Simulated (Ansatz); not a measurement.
Si (slab)

```
Si
1.0
     3.86771    0.00000    0.00000
     0.00000    3.86771    0.00000
     0.00000    0.00000   28.46819
Si
6
Direct
  0.93670 0.50000 0.27946
  0.73044 0.00000 0.31902
  0.23594 0.00000 0.36786
  0.23412 0.50000 0.41622
  0.73436 0.50000 0.46418
  0.73476 0.00000 0.51482
```

Not relaxed (largest force 0.6 eV/Å).

All numbers below come from Ansatz 0.2.0, DFT PBE, scalar-relativistic, plane waves, PAW.

Predict the valence pseudo-density and electron localisation function between the atoms.

Si–Si (2.37 Å): the density is about 0.54 e/Å³ at the midpoint; the ELF peaks at about 0.95 between the atoms.

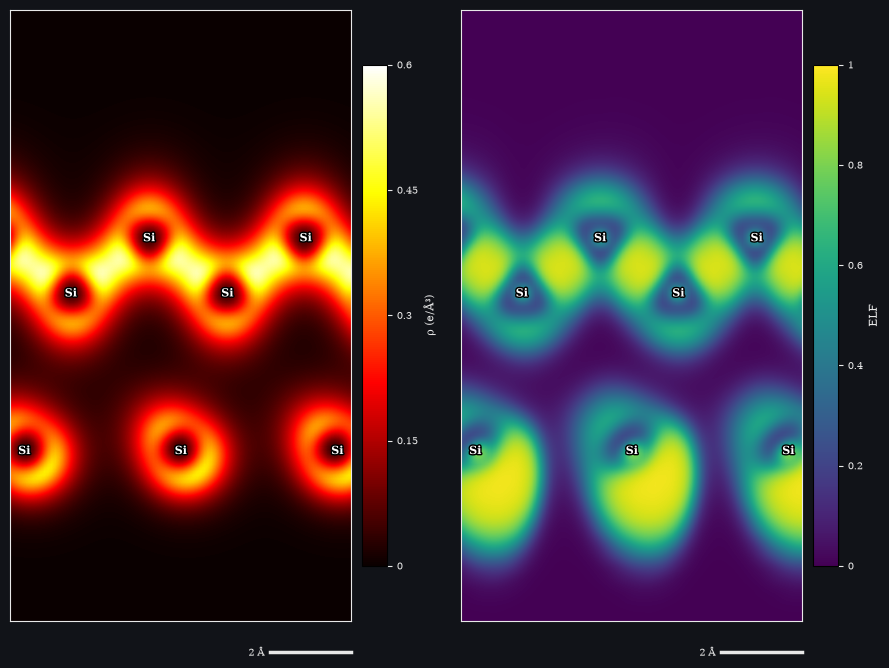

Computed valence pseudo-density and electron localisation function on the (010) plane of the calculation cell, a cut from vacuum to vacuum, in this order. 
